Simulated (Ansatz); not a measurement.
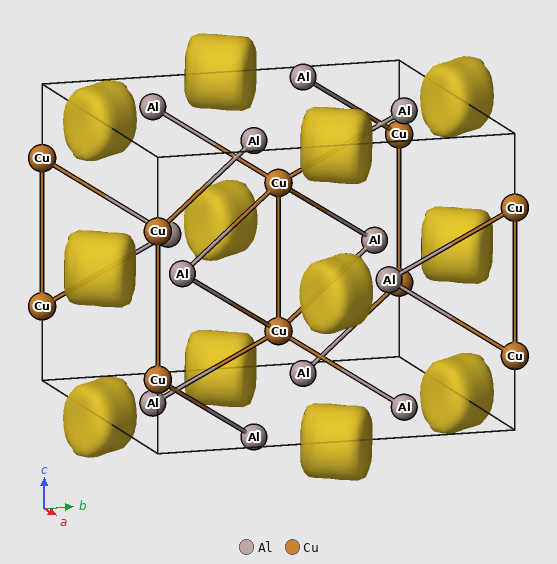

Al₂Cu. Isosurface of the ELF at 0.7 (yellow), seen slightly off an axis. Core shells and regions of very low density are left out. Sticks mark near contacts.

Space group Ibam; not relaxed (largest force 1.7 eV/Å); computed pressure about 5 GPa in this cell; computed without spin polarisation.

Method: Ansatz, DFT PBE, scalar-relativistic, plane waves, PAW.

Core electrons are frozen (PAW), and the valence fields are smoothed inside the atomic spheres.

What do the ELF domains correspond to?

Answer. The surface consists of four pockets between the atoms, centred on no nucleus (multi-centre or interstitial), counted in one cell of 12 atoms. Regions shared between cells count once.

Values along the shortest contacts:
Al–Cu (2.37 Å): the ELF peaks at about 0.65 between the atoms. Cu–Cu (2.44 Å): the ELF is about 0.25 at the midpoint (no shared electron pair shows on this line).

Does the calculation give a band gap?

Answer. It is metallic or semimetallic at this level of theory: no gap opens.
